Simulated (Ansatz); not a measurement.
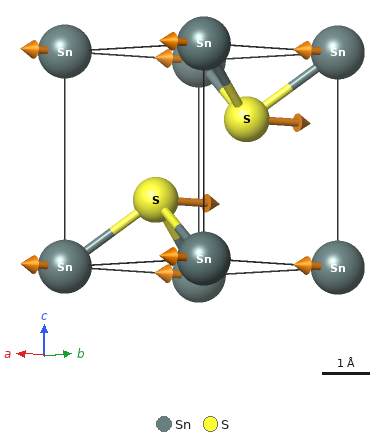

The lowest optical mode of solid SnS₂ relaxed at 40 GPa, space group P-3m1 (No. 164), at the zone centre. The orange arrows are the displacements of the atoms (eigenvector over the root of the mass), of arbitrary overall length and sign. A ball-and-stick model of the cell of the calculation, seen from a free direction.

Computed with DFT PBE+D3(BJ), scalar-relativistic, plane waves, PAW (Ansatz 0.2.0).

Input file:
```yaml
crystal:
  lattice:
    - [3.3960704816, 0.0, 0.0]
    - [-1.6980352408, 2.9410833101, 0.0]
    - [0.0, 0.0, 4.6628612977]
  atoms:
    - { symbol: Sn, position: [0.0, 0.0, 0.0] }
    - { symbol: S, position: [0.6666666667, 0.3333333333, 0.3120644207] }
    - { symbol: S, position: [0.3333333333, 0.6666666667, 0.6879355793] }
basis:
  ecutwfc: 420
kpoints:
  mp_grid: { grid: [12, 12, 10] }
hamiltonian:
  xc: pbe
  dispersion: d3bj
scf:
  occupations: { method: fermi_dirac, width: 0.15 }
output:
  eigenvalues: true
phonons:
  method: dfpt
  eigenvectors: true
```

Launched with:
```bash
ansatz run input.yaml --threads 1 --pin off --max-ram 3072MiB --backend cpu --events-out ev --progress --plain --runs-dir out
```

The frequencies depend somewhat on the k-mesh and the smearing.

Is this crystal at a minimum with respect to the drawn distortion?

Answer. Yes: this softest mode has a real frequency, and so have all others here. That speaks for this wave vector alone: the rest of the zone wasn't checked in this run. This is the E_u mode (doubly degenerate; one member of the set is drawn) at 282 cm⁻¹, the lowest optical level, infrared-active by symmetry. The S sublattice moves against the Sn sublattice, along a; the kinetic energy is shared as S 65 %, Sn 35 %. The crystal is a metal, so free carriers screen the infrared response.
